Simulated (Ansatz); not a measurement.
```
Si Ni
1.0
     3.49881    0.00000    0.00000
     0.00000    3.49881    0.00000
     0.00000    0.00000    3.49881
Si Ni
1 3
Direct
  0.00000 0.00000 0.00000
  0.00000 0.50000 0.50000
  0.50000 0.00000 0.50000
  0.50000 0.50000 0.00000
```

Space group Pm-3m; changed on purpose from its base cell (volume × 1.03); computed pressure about −7 GPa in this cell; computed without spin polarisation.

Method: DFT r2SCAN, scalar-relativistic, plane waves, PAW (Ansatz).

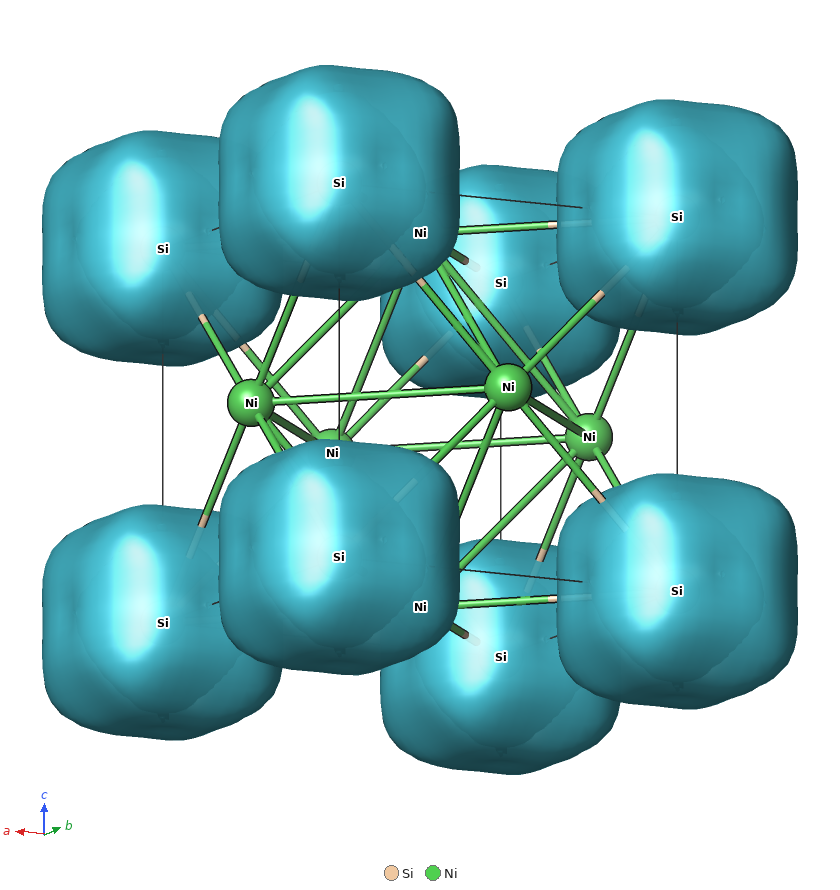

SiNi$_{3}$. Isosurface of the ELF at 0.55 (cyan), seen at an oblique angle. Only the valence region is drawn (cores and ρ < 0.01 e/Å³ removed). Sticks mark near contacts.

Core electrons are frozen (PAW), and the valence fields are smoothed inside the atomic spheres.

Identify the bonds, lone pairs and shells in this picture.

Answer. The surface consists of one region wrapped around Si (its valence shell), counted in one cell of 4 atoms. Regions shared between cells count once. Profiles from the grid: Si–Ni (2.47 Å): the ELF peaks at about 0.65 in the valence shell of Si, 0.9 Å from its nucleus, and is about 0.40 at the midpoint. Ni–Ni (2.47 Å): the ELF is about 0.25 at the midpoint (no shared electron pair shows on this line).

Metal or insulator at this level of theory?

Answer. It is metallic or semimetallic at this level of theory: no gap opens.
